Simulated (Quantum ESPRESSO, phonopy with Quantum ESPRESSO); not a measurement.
# Grüneisen parameters and expansion of CaO (Fm-3m), part 6 of 8

Wanted: mode Grüneisen parameters of CaO and a free-energy fit over volumes.

What experiment has found for this phase:
- heat capacity C_P per formula unit 42.2 J/mol/K and bulk modulus 113 GPa near room temperature (given in “High-Throughput Prediction of Finite-Temperature Properties using the Quasi-Harmonic Approximation”, 2016, arXiv:1603.06924)

Quantum ESPRESSO 7.5; DFT LDA, scalar-relativistic, plane waves, GBRV ultrasoft pseudopotentials.

So far. Step 5 (Born charges and dielectric tensor): The Born charges sum to zero within 1.0e-3 e; the rest is removed before use. Acoustic frequencies in this log differ from zero by the error of the sum rule, which ph.x does not impose. Step 6 (Forces on a displaced cell): At this level the gap is 3.45 eV on the k-mesh of the self-consistent run, which can miss the band edges.

## Step 8: Phonons, V/V0 1

This step: DFT LDA, scalar-relativistic, plane waves, GBRV ultrasoft pseudopotentials (phonopy with Quantum ESPRESSO 4.10.0 / 7.5).

Wall time 51 s (8 threads of Arm Neoverse V2, shared host).

Numbers from this step:

| Quantity | Value |
| --- | --- |
| point group | m-3m |
| highest frequency | 570.5 cm⁻¹ |
| Debye temperature from the second moment | 586 K |
| lowest frequency on the path | 0 cm⁻¹ |
| zero-point energy | 0.1118 eV/cell |
| Γ frequencies | 0, 0, 0, 292.0, 292.0, 292.0 cm⁻¹ (negative: imaginary) |

Phonopy, LO-TO term from ph.x's tensors. The phonon branches at the labelled points (cm⁻¹):

| point | branch 1 | branch 2 | branch 3 | branch 4 | branch 5 | branch 6 |
| --- | --- | --- | --- | --- | --- | --- |
| Γ | 0 | 0 | 0 | 292 | 292 | 570 |
| X | 205 | 205 | 312 | 316 | 316 | 393 |
| U | 201 | 281 | 298 | 315 | 363 | 378 |
| jump to K | 201 | 281 | 298 | 315 | 363 | 378 |
| Γ | 0 | 0 | 0 | 292 | 292 | 570 |
| L | 190 | 190 | 325 | 325 | 384 | 487 |
| W | 242 | 278 | 278 | 332 | 360 | 360 |
| X | 205 | 205 | 312 | 316 | 316 | 393 |

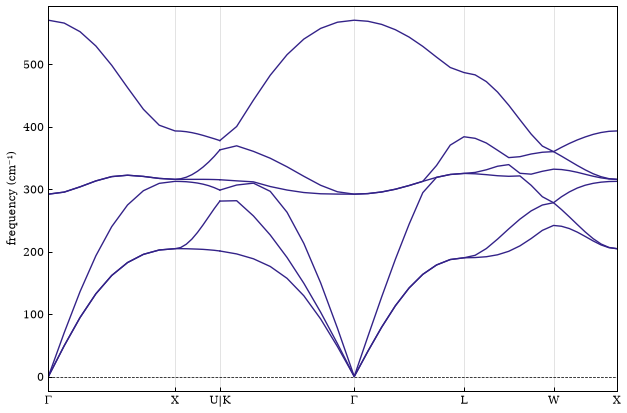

Phonon branches along the path.

Harmonic. Thermo, by row:

| T (K) | F_vib (meV/atom) | S (J/mol-atom/K) | C_V (J/mol-atom/K) |
| --- | --- | --- | --- |
| 0 | 55.92 | 0 | 0 |
| 50 | 55.88 | 0.352 | 1.293 |
| 100 | 55.11 | 3.025 | 7.536 |
| 150 | 52.48 | 7.246 | 13.32 |
| 200 | 47.58 | 11.63 | 17.05 |
| 250 | 40.48 | 15.71 | 19.36 |
| 300 | 31.37 | 19.38 | 20.84 |
| 350 | 20.46 | 22.67 | 21.81 |
| 400 | 7.94 | 25.62 | 22.48 |
| 450 | -6.05 | 28.3 | 22.97 |
| 500 | -21.35 | 30.74 | 23.32 |
| 550 | -37.87 | 32.98 | 23.59 |
| 600 | -55.5 | 35.04 | 23.8 |
| 650 | -74.16 | 36.95 | 23.96 |
| 700 | -93.78 | 38.73 | 24.09 |
| 750 | -114.3 | 40.4 | 24.2 |
| 800 | -135.6 | 41.96 | 24.29 |
| 850 | -157.8 | 43.44 | 24.36 |
| 900 | -180.6 | 44.83 | 24.42 |
| 950 | -204.2 | 46.15 | 24.47 |
| 1000 | -228.5 | 47.41 | 24.52 |

The modes has structure finer than the step of the table below, so its rows give means over 50 cm⁻¹, whole bins alone (the curve runs from -10 to 597 cm⁻¹). Peaks (cm⁻¹: height): Ca 196.0: 0.0311, 302.8: 0.0206; O 321.9: 0.0595.

Phonopy on the run's constants, 21x21x21 mesh, Gaussian sigma 4.3 cm⁻¹. Modes against wavenumber; means over each step; values in 1/cm⁻¹/cell:

| wavenumber (cm⁻¹) | Ca | O |
| --- | --- | --- |
| 50 | 2.6e-4 | 9.4e-5 |
| 100 | 0.00134 | 3.9e-4 |
| 150 | 0.00562 | 9.2e-4 |
| 200 | 0.0218 | 0.00174 |
| 250 | 0.0100 | 9.5e-4 |
| 300 | 0.0130 | 0.0217 |
| 350 | 0.00527 | 0.0170 |
| 400 | 4.7e-4 | 0.00583 |
| 450 | 6.3e-4 | 0.00543 |
| 500 | 9.5e-4 | 0.00421 |
| 550 | 6.0e-4 | 0.00170 |

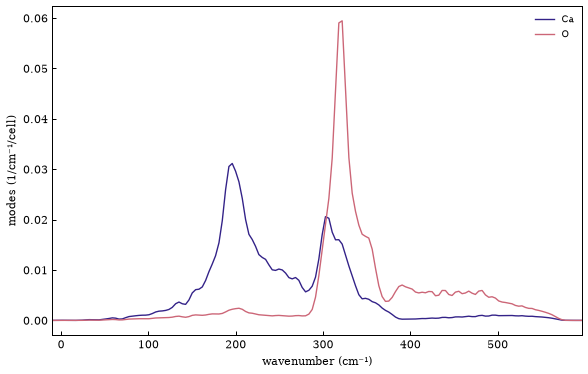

Modes against wavenumber.

No LO-TO term. Modes at Γ, with each element's share of the kinetic energy:

| mode | frequency (cm⁻¹) | symmetry | Ca % | O % |
| --- | --- | --- | --- | --- |
| 1 | 0.0 | T1u | 71 | 29 |
| 2 | 0.0 | T1u | 71 | 29 |
| 3 | 0.0 | T1u | 71 | 29 |
| 4 | 292.0 | T1u | 29 | 71 |
| 5 | 292.0 | T1u | 29 | 71 |
| 6 | 292.0 | T1u | 29 | 71 |

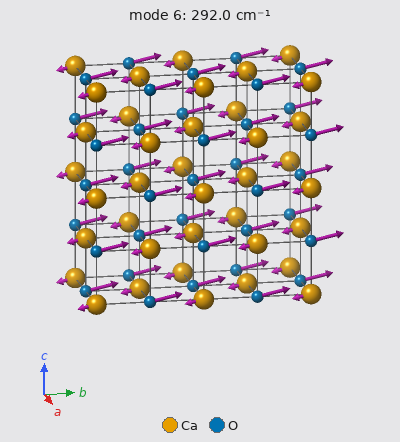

Displacement patterns of mode 6 at Γ; arrows are exaggerated. 1×2×2 conventional cells are drawn. Some periodic images of atoms are drawn too.

No mode is imaginary beyond numerical noise along the path.

The time given is that of the 2 pw.x runs on displaced cells behind this step.

## Step 9: Ground state at this cell, V/V0 1.015

A tight ground state at this cell gives the energy of this member; its pressure is the stress at this cutoff, which can carry an offset from the finite basis.

This step: DFT LDA, scalar-relativistic, plane waves, GBRV ultrasoft pseudopotentials (Quantum ESPRESSO 7.5).

System of this step: CaO. It takes space group Fm-3m (No. 225, cubic). The conventional cell has a = 4.732 Å, b = 4.732 Å, c = 4.732 Å, α = 90.00°, β = 90.00°, γ = 90.00°. Ca has 6 O at 2.37 Å nearest. Nearest to O lie 6 Ca at 2.37 Å. Farther neighbours and most contacts between anions are not listed.

File scf.in:

```
&control
   calculation = 'scf'
   prefix = 'x'
   outdir = './tmp'
   pseudo_dir = './pseudo'
   tprnfor = .true.
   tstress = .true.
/
&system
   ibrav = 0
   nat = 2
   ntyp = 2
   ecutwfc = 45.0
   ecutrho = 270.0
   occupations = 'fixed'
   nbnd = 10
/
&electrons
   conv_thr = 1.0d-12
   mixing_beta = 0.7
   electron_maxstep = 100
/
ATOMIC_SPECIES
 Ca     40.0780  Ca.upf
 O      15.9990  O.upf
CELL_PARAMETERS angstrom
     0.000000000    2.366243960    2.366243960
     2.366243960    0.000000000    2.366243960
     2.366243960    2.366243960    0.000000000
ATOMIC_POSITIONS crystal
 Ca     0.000000000   0.000000000   0.000000000
 O      0.500000000   0.500000000   0.500000000
K_POINTS automatic
 8 8 8 0 0 0
```

On the command line:

```sh
$ OMP_NUM_THREADS=1 mpirun -n 8 pw.x -nk 8 -in scf.in > scf.out
```

Output:

```text
[banner, memory and clock lines left out]
Program PWSCF v.7.5

     Message from routine setup:
     using ibrav=0 with symmetry is DISCOURAGED, use correct ibrav instead

     G-vector sticks info

     bravais-lattice index     =            0
     lattice parameter (alat)  =       6.3237  a.u.
     unit-cell volume          =     178.8155 (a.u.)^3
     number of atoms/cell      =            2
     number of atomic types    =            2
     number of electrons       =        16.00
[...]
atom    2 type  2   force =     0.00000000   -0.00000000    0.00000000

     Total force =     0.000000     Total SCF correction =     0.000000

     Computing stress (Cartesian axis) and pressure

          total   stress  (Ry/bohr**3)                   (kbar)     P=      -18.16
  -0.00012342   0.00000000   0.00000000          -18.16        0.00        0.00
   0.00000000  -0.00012342   0.00000000            0.00      -18.16        0.00
   0.00000000   0.00000000  -0.00012342            0.00        0.00      -18.16

     XML data file, charge density, pseudopotentials, collected wavefunctions
[key lines of the parts left out:]
!    total energy              =    -107.51236496 Ry
convergence has been achieved in  13 iterations
```

Elapsed: 1.9 s, on 8 MPI ranks; 14 s of CPU time.

At this level the gap is 3.46 eV on the k-mesh of the self-consistent run, which can miss the band edges.

## Step 10: Zone-centre response

In a polar crystal the Born charges and ε∞ give the long-range dipole term that a finite supercell misses. They are those of this k-mesh and were not tested on a denser one; where the gap is small they converge slowly, and the LO modes with them.

File ph.in:

```
phonons
&inputph
   prefix = 'x'
   outdir = './tmp'
   fildyn = 'x.dyn'
   tr2_ph = 1.0d-18
   epsil = .true.
/
0.000000000 0.000000000 0.000000000
```

scf.in is that of step 9.

On the command line:

```sh
$ OMP_NUM_THREADS=1 mpirun -n 8 ph.x -nk 8 -in ph.in > ph.out
```

Output:

```text
[banner, memory and clock lines left out]
Program PHONON v.7.5

     ./tmp/x.save/

     IMPORTANT: XC functional enforced from input :
     Exchange-correlation= PZ
                           (   1   1   0   0   0   0   0)
     Any further DFT definition will be discarded
     Please, verify this is what you really want

     G-vector sticks info

     Check: negative core charge=   -0.000003
     Reading collected, re-writing distributed wavefunctions in ./tmp/

     Number and degeneracy of irreps per q-point
       N         xq(1)         xq(2)         xq(3)   N irreps
[...]
freq (    1) =      -0.340572 [THz] =     -11.360264 [cm-1]
     freq (    2) =      -0.340572 [THz] =     -11.360264 [cm-1]
     freq (    3) =      -0.340572 [THz] =     -11.360264 [cm-1]
     freq (    4) =       8.425797 [THz] =     281.054350 [cm-1]
     freq (    5) =       8.425797 [THz] =     281.054350 [cm-1]
     freq (    6) =       8.425797 [THz] =     281.054350 [cm-1]
 **************************************************************************

     Mode symmetry, O_h (m-3m)  point group:

     freq (   1-   3) =        -11.4  [cm-1]   --> T_1u G_15  G_4- I
     freq (   4-   6) =        281.1  [cm-1]   --> T_1u G_15  G_4- I
```

Run time: 20 s. Hardware: 8 MPI ranks; 2.6 min of CPU time.

ε∞:

```
3.87 0.00 0.00
0.00 3.87 0.00
0.00 0.00 3.87
```

The Born charges sum to zero within 9.7e-4 e; the rest is removed before use. Acoustic frequencies in this log differ from zero by the error of the sum rule, which ph.x does not impose.

## Step 11: A displaced supercell

One atom (for the harmonic constants) or a pair of atoms (for the cubic ones) is moved by a few hundredths of an ångström; the forces on all atoms give a column of force constants. The threshold is tight because the forces are small.

System of this step: CaO. It takes space group Imm2 (No. 44, orthorhombic). The conventional cell has a = 6.693 Å, b = 9.465 Å, c = 6.693 Å, α = 90.00°, β = 90.00°, γ = 90.00°. Nearest to Ca lie 6 O at 2.35 to 2.38 Å. Nearest to Ca lie 6 O at 2.37 Å. O has 6 Ca at 2.37 Å nearest. Farther neighbours and most contacts between anions are not listed.

File disp-00001.in:

```
&control
   calculation = 'scf'
   prefix = 'x'
   outdir = './tmp'
   pseudo_dir = './pseudo'
   tprnfor = .true.
   disk_io = 'none'
/
&system
   ibrav = 0
   nat = 16
   ntyp = 2
   ecutwfc = 45.0
   ecutrho = 270.0
   occupations = 'fixed'
   nbnd = 66
/
&electrons
   conv_thr = 1.0d-11
   mixing_beta = 0.7
   electron_maxstep = 100
/
ATOMIC_SPECIES
 Ca     40.0780  Ca.upf
 O      15.9990  O.upf
CELL_PARAMETERS angstrom
     0.000000000    4.732487920    4.732487920
     4.732487920    0.000000000    4.732487920
     4.732487920    4.732487920    0.000000000
ATOMIC_POSITIONS crystal
 Ca     0.002988309   0.000000000   0.000000000
 Ca     0.500000000   0.000000000   0.000000000
 Ca     0.000000000   0.500000000   0.000000000
 Ca     0.500000000   0.500000000   0.000000000
 Ca     0.000000000   0.000000000   0.500000000
 Ca     0.500000000   0.000000000   0.500000000
 Ca     0.000000000   0.500000000   0.500000000
 Ca     0.500000000   0.500000000   0.500000000
 O      0.250000000   0.250000000   0.250000000
 O      0.750000000   0.250000000   0.250000000
 O      0.250000000   0.750000000   0.250000000
 O      0.750000000   0.750000000   0.250000000
 O      0.250000000   0.250000000   0.750000000
 O      0.750000000   0.250000000   0.750000000
 O      0.250000000   0.750000000   0.750000000
 O      0.750000000   0.750000000   0.750000000
K_POINTS automatic
 3 3 3 0 0 0
```

On the command line:

```sh
$ OMP_NUM_THREADS=1 mpirun -n 4 pw.x -nk 4 -in disp-00001.in > disp-00001.out
```

Output:

```text
[banner, memory and clock lines left out]
Program PWSCF v.7.5

     Message from routine setup:
     using ibrav=0 with symmetry is DISCOURAGED, use correct ibrav instead

     G-vector sticks info

     bravais-lattice index     =            0
     lattice parameter (alat)  =      12.6475  a.u.
     unit-cell volume          =    1430.5240 (a.u.)^3
     number of atoms/cell      =           16
     number of atomic types    =            2
     number of electrons       =       128.00
[...]
atom    1 type  1   force =     0.00000000   -0.00505668   -0.00505668
     atom    2 type  1   force =    -0.00000000    0.00222941    0.00222941
     atom    3 type  1   force =     0.00147459   -0.00021287    0.00075428
[...]
atom   15 type  2   force =     0.00000083    0.00034215    0.00034215
     atom   16 type  2   force =     0.00000538   -0.00011739   -0.00011739

     Total force =     0.008693     Total SCF correction =     0.000002
     Message from routine punch:
     Nothing written, as per user request (disk_io='none')
[key lines of the parts left out:]
!    total energy              =    -860.09869866 Ry
convergence has been achieved in  16 iterations
```

The job ended after 47 s (4 MPI ranks; 3.2 min of CPU time).

## Step 12: Phonons, V/V0 1.015

This step: DFT LDA, scalar-relativistic, plane waves, GBRV ultrasoft pseudopotentials (phonopy with Quantum ESPRESSO 4.10.0 / 7.5).

It took 50 s on 8 threads.

No mode is imaginary beyond numerical noise along the path. The highest zone-centre mode (no LO–TO term) moved by -3.8 % for a volume change of +1.5 %.

The time given is that of the 2 pw.x runs on displaced cells behind this step.

## Step 13: Self-consistent run, V/V0 0.985

A tight ground state at this cell gives the energy of this member; its pressure is the stress at this cutoff, which can carry an offset from the finite basis.

This step: DFT LDA, scalar-relativistic, plane waves, GBRV ultrasoft pseudopotentials (Quantum ESPRESSO 7.5).

System of this step: CaO. Symmetry: Fm-3m, No. 225, cubic system. Conventional cell: a = 4.685 Å, b = 4.685 Å, c = 4.685 Å, α = 90.00°, β = 90.00°, γ = 90.00°. Nearest to Ca lie 6 O at 2.34 Å. Nearest to O lie 6 Ca at 2.34 Å. Farther neighbours and most contacts between anions are not listed.

Changes to scf.in since step 10:

```diff
@@ -26,5 +26,5 @@
 CELL_PARAMETERS angstrom
-     0.000000000    2.366243960    2.366243960
-     2.366243960    0.000000000    2.366243960
-     2.366243960    2.366243960    0.000000000
+     0.000000000    2.342697682    2.342697682
+     2.342697682    0.000000000    2.342697682
+     2.342697682    2.342697682    0.000000000
 ATOMIC_POSITIONS crystal
```

On the command line:

```sh
$ OMP_NUM_THREADS=1 mpirun -n 8 pw.x -nk 8 -in scf.in > scf.out
```

Output:

```text
[banner, memory and clock lines left out]
Program PWSCF v.7.5

     Message from routine setup:
     using ibrav=0 with symmetry is DISCOURAGED, use correct ibrav instead

     G-vector sticks info

     bravais-lattice index     =            0
     lattice parameter (alat)  =       6.2608  a.u.
     unit-cell volume          =     173.5303 (a.u.)^3
     number of atoms/cell      =            2
     number of atomic types    =            2
     number of electrons       =        16.00
[...]
atom    2 type  2   force =     0.00000000    0.00000000   -0.00000000

     Total force =     0.000000     Total SCF correction =     0.000000

     Computing stress (Cartesian axis) and pressure

          total   stress  (Ry/bohr**3)                   (kbar)     P=       20.71
   0.00014081   0.00000000   0.00000000           20.71        0.00        0.00
   0.00000000   0.00014081   0.00000000            0.00       20.71        0.00
   0.00000000   0.00000000   0.00014081            0.00        0.00       20.71

     XML data file, charge density, pseudopotentials, collected wavefunctions
[key lines of the parts left out:]
!    total energy              =    -107.51229074 Ry
convergence has been achieved in  14 iterations
```

Elapsed: 1.9 s, on 8 MPI ranks; 15 s of CPU time.

The run ends at a pressure of 2.07 GPa.

## Step 14: Zone-centre response

In a polar crystal the Born charges and ε∞ give the long-range dipole term that a finite supercell misses. They are those of this k-mesh and were not tested on a denser one; where the gap is small they converge slowly, and the LO modes with them.

ph.in is that of step 10.

scf.in is that of step 13.

On the command line:

```sh
$ OMP_NUM_THREADS=1 mpirun -n 8 ph.x -nk 8 -in ph.in > ph.out
```

Output:

```text
[banner, memory and clock lines left out]
Program PHONON v.7.5

     ./tmp/x.save/

     IMPORTANT: XC functional enforced from input :
     Exchange-correlation= PZ
                           (   1   1   0   0   0   0   0)
     Any further DFT definition will be discarded
     Please, verify this is what you really want

     G-vector sticks info

     Check: negative core charge=   -0.000003
     Reading collected, re-writing distributed wavefunctions in ./tmp/

     Number and degeneracy of irreps per q-point
       N         xq(1)         xq(2)         xq(3)   N irreps
[...]
freq (    1) =      -0.368262 [THz] =     -12.283902 [cm-1]
     freq (    2) =      -0.368262 [THz] =     -12.283902 [cm-1]
     freq (    3) =      -0.368262 [THz] =     -12.283902 [cm-1]
     freq (    4) =       9.088077 [THz] =     303.145622 [cm-1]
     freq (    5) =       9.088077 [THz] =     303.145622 [cm-1]
     freq (    6) =       9.088077 [THz] =     303.145622 [cm-1]
 **************************************************************************

     Mode symmetry, O_h (m-3m)  point group:

     freq (   1-   3) =        -12.3  [cm-1]   --> T_1u G_15  G_4- I
     freq (   4-   6) =        303.1  [cm-1]   --> T_1u G_15  G_4- I
```

Elapsed: 19 s, on 8 MPI ranks; 2.5 min of CPU time.

The Born charges sum to zero within 0.0011 e; the rest is removed before use. Acoustic frequencies in this log differ from zero by the error of the sum rule, which ph.x does not impose.

## Step 15: A displaced supercell

One atom (for the harmonic constants) or a pair of atoms (for the cubic ones) is moved by a few hundredths of an ångström; the forces on all atoms give a column of force constants. The threshold is tight because the forces are small.

System of this step: CaO. Symmetry: Imm2, No. 44, orthorhombic system. Conventional cell: a = 6.626 Å, b = 9.371 Å, c = 6.626 Å, α = 90.00°, β = 90.00°, γ = 90.00°. Ca has 6 O at 2.33 to 2.36 Å nearest. Nearest to Ca lie 6 O at 2.34 Å. Ca has 6 O at 2.34 Å nearest. Nearest to O lie 6 Ca at 2.34 Å. Farther neighbours and most contacts between anions are not listed.

Changes to disp-00001.in since step 11:

```diff
@@ -26,7 +26,7 @@
 CELL_PARAMETERS angstrom
-     0.000000000    4.732487920    4.732487920
-     4.732487920    0.000000000    4.732487920
-     4.732487920    4.732487920    0.000000000
+     0.000000000    4.685395364    4.685395364
+     4.685395364    0.000000000    4.685395364
+     4.685395364    4.685395364    0.000000000
 ATOMIC_POSITIONS crystal
- Ca     0.002988309   0.000000000   0.000000000
+ Ca     0.003018344   0.000000000   0.000000000
  Ca     0.500000000   0.000000000   0.000000000
```

On the command line:

```sh
$ OMP_NUM_THREADS=1 mpirun -n 4 pw.x -nk 4 -in disp-00001.in > disp-00001.out
```

Output:

```text
[banner, memory and clock lines left out]
Program PWSCF v.7.5

     Message from routine setup:
     using ibrav=0 with symmetry is DISCOURAGED, use correct ibrav instead

     G-vector sticks info

     bravais-lattice index     =            0
     lattice parameter (alat)  =      12.5216  a.u.
     unit-cell volume          =    1388.2425 (a.u.)^3
     number of atoms/cell      =           16
     number of atomic types    =            2
     number of electrons       =       128.00
[...]
atom    1 type  1   force =     0.00000000   -0.00553693   -0.00553693
     atom    2 type  1   force =     0.00000000    0.00233594    0.00233594
     atom    3 type  1   force =     0.00153259   -0.00022711    0.00080276
[...]
atom   15 type  2   force =     0.00000200    0.00032467    0.00032467
     atom   16 type  2   force =     0.00000576   -0.00012318   -0.00012318

     Total force =     0.009402     Total SCF correction =     0.000001
     Message from routine punch:
     Nothing written, as per user request (disk_io='none')
[key lines of the parts left out:]
!    total energy              =    -860.09806161 Ry
convergence has been achieved in  16 iterations
```

Elapsed: 47 s, on 4 MPI ranks.

## Step 16: Lattice dynamics at this volume, V/V0 0.985

This step: DFT LDA, scalar-relativistic, plane waves, GBRV ultrasoft pseudopotentials (phonopy with Quantum ESPRESSO 4.10.0 / 7.5).

The job ended after 49 s (8 threads; 6.3 min of CPU time).

No mode is imaginary beyond numerical noise along the path. The highest zone-centre mode (no LO–TO term) moved by +3.8 % for a volume change of -1.5 %.

The time given is that of the 2 pw.x runs on displaced cells behind this step.

[end of part 6 of 8]

[Logs are printed without paths, hosts, clocks, repeated set-up lines and the standing remarks that a program may print on its own settings, such as how far it seeks lower states.]

[Hosts, paths, dates, database ids (printed as entryN), source tags and the programs' standing remarks are cut or masked in the printed files.]

[A step with changed settings may run another functional than the one named; its input shows which.]

[Of the runs on displaced cells, only some may be shown.]
